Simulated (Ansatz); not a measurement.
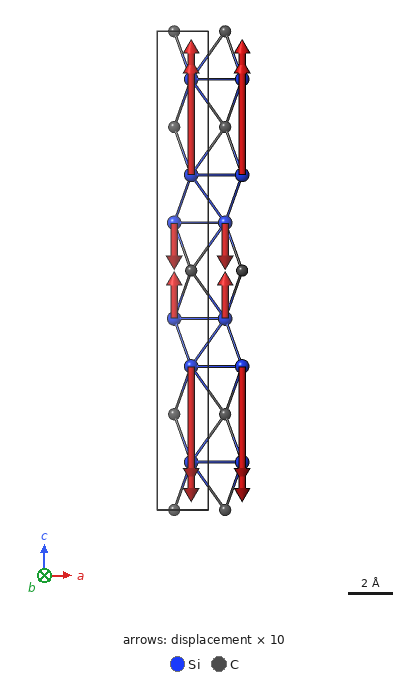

A relaxation of a crystal of Si₃C₂ (a generated structure, set up in P-6m2) (coarse preliminary run). The starting structure is drawn; red arrows show the displacements (the part carried along by the change of the cell is left out), 10 times their true length.

Style: ball-and-stick. Shown: the cell of the calculation, repeated 2 × 1 × 1 with one cell outlined, along the b axis.

Theory: DFT PBE, scalar-relativistic, plane waves, PAW in Ansatz. Settings: plane-wave cutoff 420 eV; k-point mesh 6 × 6 × 1; occupations gaussian; smearing width 0.1 eV; no spin polarisation; cell and atoms relaxed; force threshold 0.04 eV/Å; at most 70 steps.

### Atoms of which element are displaced furthest, and by how much?

Silicon: up to 0.54 Å, against 0.03 Å for carbon.

### Describe the change and its energy.

The largest moves relative to the cell, 0.54 Å, are those of Si atoms. Largest moves by element: Si 0.54 Å, C 0.03 Å. The volume changes by −26.2 %, with a = b 2.724 → 2.918 Å (+7.1 %), c 22.159 → 14.256 Å (−35.7 %). Among the contacts that change: Si–Si 4.432 → 2.411 Å, Si–Si 4.432 → 2.477 Å, Si–Si 4.432 → 2.500 Å, C–Si 2.717 → 1.916 Å. Among the angles between lasting bonds that change: Si–Si–Si 60.2° → 63.9°. The space group stays P-6m2 (No. 187). Over 13 accepted moves (14 points after the start) the energy falls by 14.925 eV per cell of the calculation. Largest force component: 1.9 eV/Å at the start, 0.017 eV/Å at the end. Pressure: −16.20 GPa at the start and 0.10 GPa at the end. The SCF was repeated once at an unchanged geometry on a basis and grid sized afresh for the cell, which shifted the energy by 11.2 meV per cell of the calculation at most. The run took 49 s on 1 thread of Intel(R) Xeon(R) Processor @ 2.70GHz, with other jobs on the host, peak memory 0.38 GiB.

Limits of the set-up: the k-point mesh is coarse for a cell with partly filled bands.
